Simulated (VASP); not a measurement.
System: Pt, space group Fm-3m (No. 225).

Input file:
```
SYSTEM = Pt
PREC = Accurate
ENCUT = 520
EDIFF = 1E-7
ISMEAR = -1
SIGMA = 0.05
LREAL = .FALSE.
LASPH = .TRUE.
NELM = 100
ALGO = Normal
ISIF = 2
LWAVE = .FALSE.
LCHARG = .FALSE.
GGA = PS
NBANDS = 11
```

Launched with:
```bash
cat potpaw_PBE.64/Pt/POTCAR > POTCAR
mpirun -np 1 vasp_std > vasp.out
```

Method: plane-wave DFT, no spin polarisation; energies at scaled volumes of the given cell, shape and fractions fixed, counted from the fit's minimum, third-order Birch-Murnaghan fit (VASP 6.6.1). Level: PBEsol.

k mesh 12×12×12; occupations Fermi–Dirac; smearing width 0.05 eV; potentials VASP PAW PBE potentials, recommended; wave cutoff 520 eV.

Describe the result: the energy against volume. The volume takes the values 14.18, 14.48, 14.78, 15.08, 15.38, 15.68, 15.98 Å³/atom.

A third-order Birch–Murnaghan fit gives V0 = 15.03 Å³/atom, B0 = 288 GPa and B′ = 5.3. The energy is 49.74 meV/atom at volume 14.18 Å³/atom and 47.50 meV/atom at 15.98 Å³/atom; the lowest computed point is at volume 15.08 Å³/atom (0.12 meV/atom), and no other minimum shows.

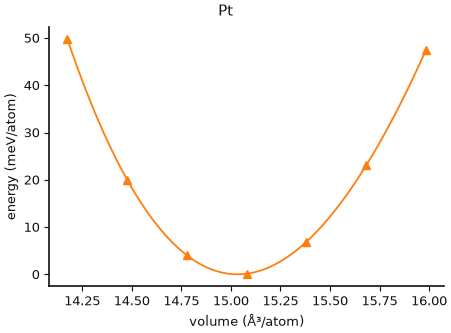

Keep in mind: spin-orbit coupling left out, heavy elements.
